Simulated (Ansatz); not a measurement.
ZrSe2 (space group P-3m1, No. 164). Coordinates: a calculation's input that goes back to an entry of the Crystallography Open Database (an earlier step may have relaxed or displaced it).

Space group P-3m1 (No. 164). a = 3.729 Å, b = 3.729 Å, c = 6.141 Å, α = 90.00°, β = 90.00°, γ = 120.00°
```
atom  site  symmetry       x       y       z
  Zr    1a      -3m.  0.0000  0.0000  0.0000
  Se    2d       3m.  0.3333  0.6667  0.2585
```

Bonds are taken as Se–Zr below 3 Å. The graph is simplified in the usual way: terminal and isolated atoms are pruned, two-connected atoms become edges.

What net does this leave?

The result is a binodal (3,6)-connected, two-periodic (layers) net: Se is a 3-connected node; Zr is a 6-connected node, in the ratio 2:1. It is the kgd net, known from the layers of CdI2 (1T type). The layers lie parallel to (001).

```csv
node,links,point symbol,coordination sequence
Se,3,4^3,3 12 9 24 15 36 21 48
Zr,6,4^6.6^6.8^3,6 6 18 12 30 18 42 24
```

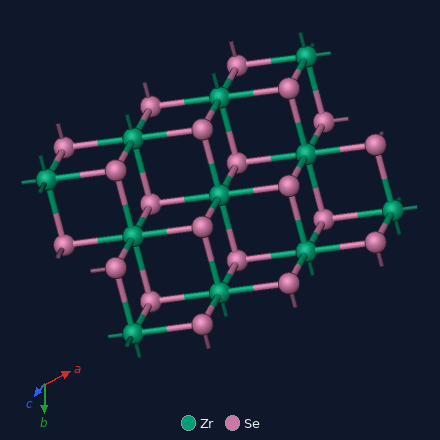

Nodes are coloured by element. One layer is drawn. Edges to nodes outside the piece are drawn as stubs.
